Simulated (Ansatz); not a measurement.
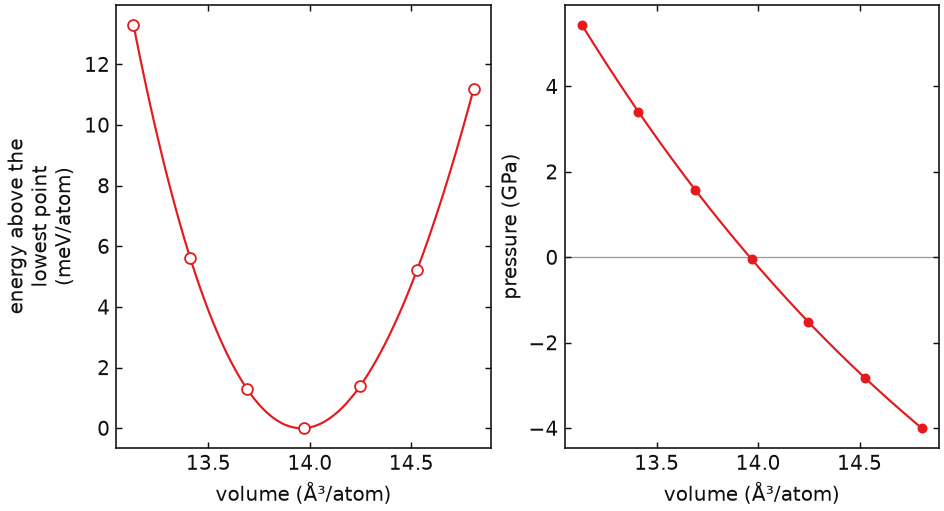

The figure shows the energy above the lowest point and pressure against volume for Sr₂O₅, space group Pn-3m (No. 224) (one of a set of cubic test structures, which need not be the stable phase).

Method: equation of state of a cubic crystal from periodic Kohn-Sham density functional theory without spin, third-order Birch-Murnaghan fit to the free energies; pressure corrected for the finite basis (Ansatz 0.2.0 development build). Level: PBE.

- structure type: cubic X2O5
- atoms in cell: 14
- space group number: 224
- lattice centring: simple cubic
- k mesh: 10×10×10
- occupation method: Fermi–Dirac
- occupation width: 0.06123 eV
- wave cutoff: 700 eV
- datasets: hard PAW
- density tolerance: 1e−09 eV
- bands: 64
- density cutoff ratio: 4
- search for lower states: default

Tabulate the plotted points.

| volume (Å³/atom) | energy above the lowest point (meV/atom) | pressure (GPa) |
| --- | --- | --- |
| 13.13 | 13.3 | 5.443 |
| 13.41 | 5.6 | 3.406 |
| 13.69 | 1.3 | 1.581 |
| 13.97 | 0.0 | −0.050 |
| 14.25 | 1.4 | −1.517 |
| 14.53 | 5.2 | −2.828 |
| 14.81 | 11.2 | −4.002 |

Note: cubic model structure, not the ambient form; modest k-mesh, values are not fully converged in k; no spin polarisation, a magnetic state may lie lower.
